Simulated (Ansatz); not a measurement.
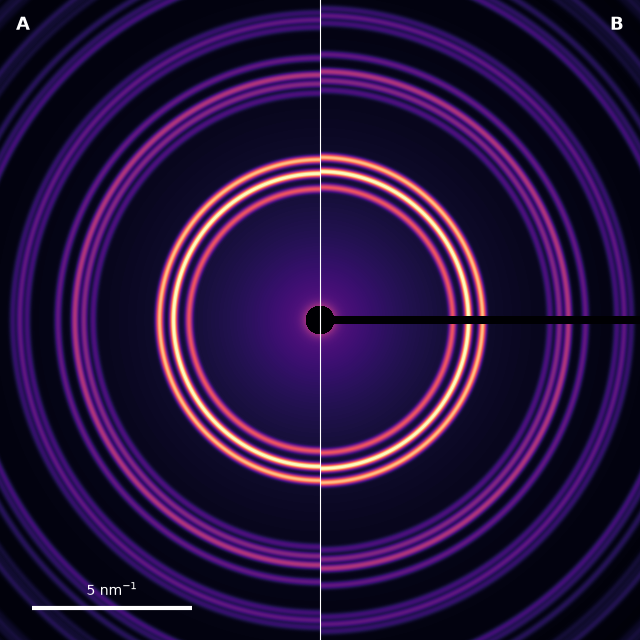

Simulated electron diffraction rings at 80 kV (λ = 0.0418 Å), scale in nm⁻¹ (radius = 1/d), for a fine-grained powder without texture. Kinematic intensities with B = 1.0 Å² for all atoms, without multiple scattering; brightness goes as intensity to the power 0.5, clipped at the top. Reflections closer than the ring width show as one ring. The left and right halves show two different samples, each scaled to its strongest ring.

Both are Rh in Pm-3n, with cells of different size. Origins: A, the end point of a relaxation with DFT, PBE, plane waves (420 eV) with PAW, scalar-relativistic in Ansatz 0.2.0; the starting structure was generated, so it need not be a known form of this composition; B, the end point of a relaxation with Ansatz, DFT, PBEsol, plane waves (420 eV) with PAW, scalar-relativistic; the starting structure was generated, so it need not be a known form of this composition.

Which half has the larger cell, and by how much?

Half A: the volume of B is 4.0 % smaller than that of A, and a larger cell draws the rings inwards on average.
A: a = 4.886 Å, b = 4.886 Å, c = 4.886 Å, α = 90.00°, β = 90.00°, γ = 90.00°; 200 at 4.09 nm⁻¹ (d = 2.44 Å), 210 at 4.58 nm⁻¹ (d = 2.18 Å), 211 at 5.01 nm⁻¹ (d = 1.995 Å), 222 at 7.09 nm⁻¹ (d = 1.410 Å).
B: a = 4.820 Å, b = 4.820 Å, c = 4.820 Å, α = 90.00°, β = 90.00°, γ = 90.00°; 200 at 4.15 nm⁻¹ (d = 2.41 Å), 210 at 4.64 nm⁻¹ (d = 2.16 Å), 211 at 5.08 nm⁻¹ (d = 1.968 Å), 222 at 7.19 nm⁻¹ (d = 1.391 Å).
